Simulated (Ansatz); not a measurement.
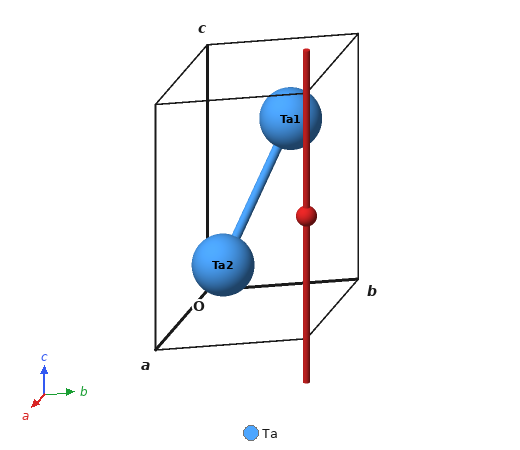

Crystal: Ta, the geometry relaxed at fixed volume with DFT PBE, spin-orbit coupling, plane waves, PAW in Ansatz; the starting structure was generated, so it need not be a known form of this composition. The coloured rod is the axis of a symmetry operation of the crystal, the small sphere its inversion point. Geometry calculated from the standardised cell; symmetry tolerance 0.002 Å.

a = 2.908 Å, b = 2.908 Å, c = 5.112 Å, α = 90.00°, β = 90.00°, γ = 120.00°.

| atom | x | y | z |
| --- | --- | --- | --- |
| Ta1 | 0.3333 | 0.6667 | 0.7500 |
| Ta2 | 0.6667 | 0.3333 | 0.2500 |

Take the operation x, y, z → y, −x+y+1, −z+1.

What kind of operation is it, and where does it lie?

It is a −3 rotoinversion axis with its inversion point at (1, 1, 1/2), along [0 0 1].

Onto which atom does it carry each atom (up to whole multiples of a, b and c)?

Ta1 → Ta2, Ta2 → Ta1.
